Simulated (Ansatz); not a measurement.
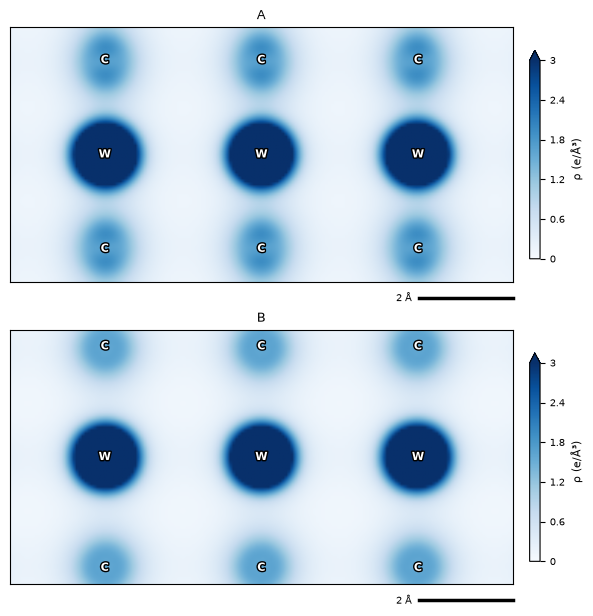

WC. The valence pseudo-density of two cells that differ in size and shape, on the (11̄0) plane of each (indices in the axes of the calculation cell), at one length scale and on one colour scale: B has 13.3 Å³ an atom and A 11.3.

A structure from a database of computed crystals, not necessarily the ambient phase.

The calculation used Ansatz 0.2.0, DFT PBEsol, scalar-relativistic, plane waves, PAW.

In a PAW calculation such maps are meaningful between the atoms, not at the nuclei.

The larger cell:

```xyz
2
Lattice="0.0000 2.3681 2.3681 2.3681 0.0000 2.3681 2.3681 2.3681 0.0000" Properties=species:S:1:pos:R:3 pbc="T T T"
W     0.0000    0.0000    0.0000
C     2.3681    2.3681    2.3681
```

The smaller cell: a = 3.111 Å, b = 3.111 Å, c = 3.349 Å, α = 57.43°, β = 57.43°, γ = 65.13°.

Q: What changes from the larger cell to the smaller?

A: From the larger cell to the smaller, W–C goes from 2.37 to 2.02 Å, and the density at its midpoint from 0.46 to 0.96 e/Å³; the pressure goes from −57 to −13 GPa.
